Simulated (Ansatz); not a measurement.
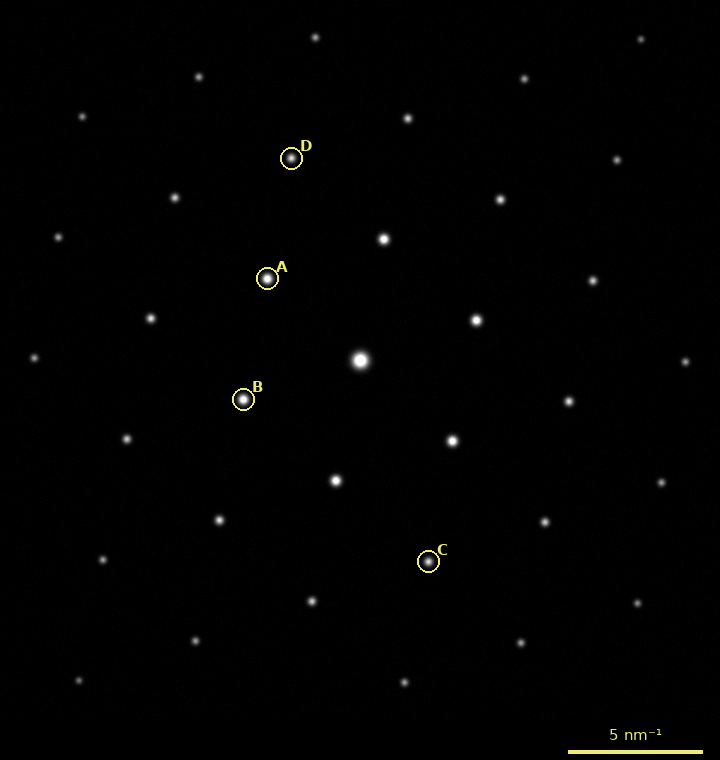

The pattern is a kinematic simulation for 200 kV electrons (no multiple scattering; isotropic B = 0.5 Å²). The zone axis points towards the electron source and the pattern is seen from the source side.

Os, space group P6/mmm (No. 191), a = 4.334 Å, c = 2.729 Å (hexagonal axes). Structure: the geometry relaxed with DFT, revPBE, plane waves (420 eV) with PAW, scalar-relativistic (Ansatz); the starting structure was generated, so it need not be a known form of this composition.

| atom | site | symmetry | x | y | z |
| --- | --- | --- | --- | --- | --- |
| Os | 1a | 6/mmm | 0.0000 | 0.0000 | 0.0000 |
| Os | 2d | -6m2 | 0.3333 | 0.6667 | 0.5000 |

Spot A is indexed -2 1 0 and spot B -1 -1 0.

Q: What are the indices of the remaining marked spots?

A: C = −2A + B = 3 -3 0 (d = 1.251 Å). D = 2A − B = -3 3 0 (d = 1.251 Å).

Q: Find the zone axis.

A: The cross product of A and B is parallel to [001]; every spot obeys hu + kv + lw = 0.

Q: What are the spacings of A and B and the angle between them?

A: d(A) = 2.167 Å, d(B) = 2.167 Å, and the angle is 60.0°.
